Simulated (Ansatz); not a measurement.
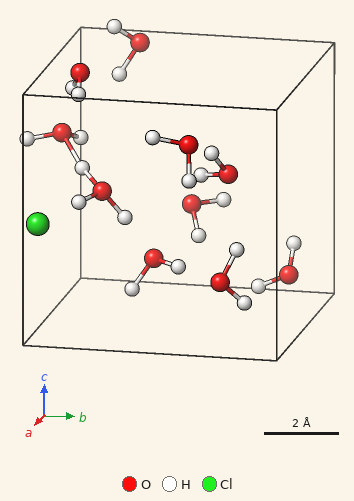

Starting frame of a dynamics run of a periodic cell with 10 H2O + 1 HCl at 1.025 g/cm³. It starts from the last geometry of an earlier run, with fresh velocities. A ball-and-stick model of the simulation cell, seen slightly off an axis.

Theory: DFT PBE-D3(BJ), scalar-relativistic, plane waves, PAW in Ansatz.

Input file:
```yaml
accuracy: low
crystal:
  lattice:
    - [7.054004, 0.0, 0.0]
    - [0.0, 7.054004, 0.0]
    - [0.0, 0.0, 7.054004]
  atoms:
    - { symbol: O, position: [0.65639763, 0.14354001, 1.00216223] }
    - { symbol: H, position: [0.56815377, 0.09480251, 0.91424871] }
    - { symbol: H, position: [0.77679985, 0.16467043, 0.94892256] }
    - { symbol: O, position: [0.21275728, 0.86534989, 0.12095399] }
    - { symbol: H, position: [0.11735804, 0.86378503, 0.22075606] }
    - { symbol: H, position: [0.20079657, 0.74327232, 0.06430096] }
    - { symbol: O, position: [0.19889886, 0.47940389, 0.37556508] }
    - { symbol: H, position: [0.09829631, 0.58238751, 0.37231059] }
    - { symbol: H, position: [0.28632541, 0.52645211, 0.27638008] }
    - { symbol: O, position: [0.02128829, 0.23498866, 0.9569197] }
    - { symbol: H, position: [0.03867767, 0.15779996, 0.83107072] }
    - { symbol: H, position: [0.08642468, 0.14850125, 1.03274556] }
    - { symbol: O, position: [0.83199418, 0.73577724, 0.24899438] }
    - { symbol: H, position: [0.77168419, 0.78754079, 0.36575755] }
    - { symbol: H, position: [0.77647894, 0.81914997, 0.15702904] }
    - { symbol: O, position: [0.90930041, 0.62925828, 0.81175136] }
    - { symbol: H, position: [0.95810412, 0.64242069, 0.68140479] }
    - { symbol: H, position: [0.97296769, 0.50193517, 0.84999921] }
    - { symbol: O, position: [0.56922728, 0.70820714, 0.60792208] }
    - { symbol: H, position: [0.66098106, 0.663118, 0.71347074] }
    - { symbol: H, position: [0.51347148, 0.58793638, 0.58240554] }
    - { symbol: O, position: [0.54354933, 0.40859017, 0.24717407] }
    - { symbol: H, position: [0.617663, 0.52193867, 0.24038789] }
    - { symbol: H, position: [0.57656715, 0.33029612, 0.12898989] }
    - { symbol: O, position: [0.36573692, 1.00591398, 0.67617122] }
    - { symbol: H, position: [0.23545984, 1.05017921, 0.62434104] }
    - { symbol: H, position: [0.39587667, 0.87592242, 0.65147022] }
    - { symbol: O, position: [0.59045659, 0.21539841, 0.51597805] }
    - { symbol: H, position: [0.5447189, 0.29503978, 0.40361405] }
    - { symbol: H, position: [0.48243806, 0.11248706, 0.57353482] }
    - { symbol: Cl, position: [0.97329526, 0.04914127, 0.47735521] }
    - { symbol: H, position: [0.71760956, 0.1526182, 0.50242878] }
basis:
  ecutwfc: 420.0
kpoints:
  mp_grid: { grid: [1, 1, 1] }
hamiltonian:
  xc: pbe
  dispersion: d3bj
scf:
  occupations: { method: fermi_dirac, width: 0.02 }
  lower_state_search: "off"
  convergence: { dr2_threshold: 0.001 }
  max_iter: 63
md:
  timestep: 0.75
  n_steps: 200
  ensemble: nve
  temperature: 500.0
  initial_velocities: maxwell_boltzmann
  seed: 373134
```

Run as
```bash
ansatz run input.yaml --threads 1 --pin off --max-ram 3072MiB --backend cpu --events-out ev --progress --plain --runs-dir out
```

**What does the trajectory do?**

The mean temperature in the second half is 509 K (standard deviation 63 K). The potential energy in the second half lies on average 3.1 meV per atom below the first frame. Root-mean-square distances from the starting positions over the second half, with the common drift of all atoms taken out: H 0.98 Å, O 0.65 Å, Cl 0.36 Å. The heavy atoms stay within a fraction of a molecule's size of their starting places; so short a run doesn't tell a liquid from a solid. Bond changes: 3 H–O bonds form between 66 fs and 129 fs; 2 H–O bonds break between 92 fs and 136 fs. The total energy stays between −2.7 and 0.09 meV per atom of its start. A straight-line fit has a slope that amounts to −2.4 meV per atom over 150 fs (3.9 % of the mean kinetic energy), and the ripple about it is 2.6 % of the kinetic energy's fluctuation. That is tolerable for a short run, though not tight (an offset or drift over 2 % of the kinetic energy, or a ripple over 7 %). The self-consistency threshold is loose, so the forces are noisy.

Along the run (each row but the first and the last is the mean over the interval that it begins):

| time (fs) | potential energy (meV/atom) | T (K) |
| --- | --- | --- |
| 0.0 | 0.0 | 500 |
| 24.8 | 3.3 | 468 |
| 49.5 | -0.5 | 495 |
| 74.2 | -4.2 | 521 |
| 99.0 | -8.1 | 549 |
| 123.8 | 3.0 | 458 |
| 148.5 | -2.9 | 503 |

The paths of the atoms:

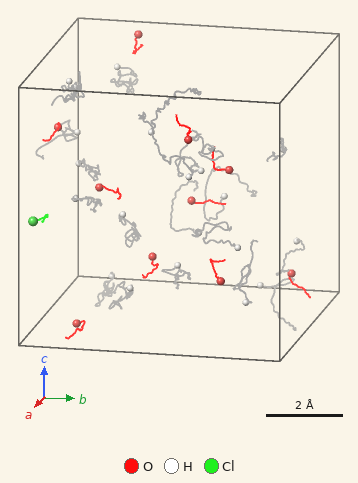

Limits of the set-up: the program's low-accuracy preset was used; the periodic images lie only 7.1 Å apart, so the values are limited by the cell's size.

The run took 8.8 min on 1 thread of Intel(R) Xeon(R) Processor @ 2.50GHz (Skylake/Cascade Lake), with other jobs on the host, peak memory 0.42 GiB.
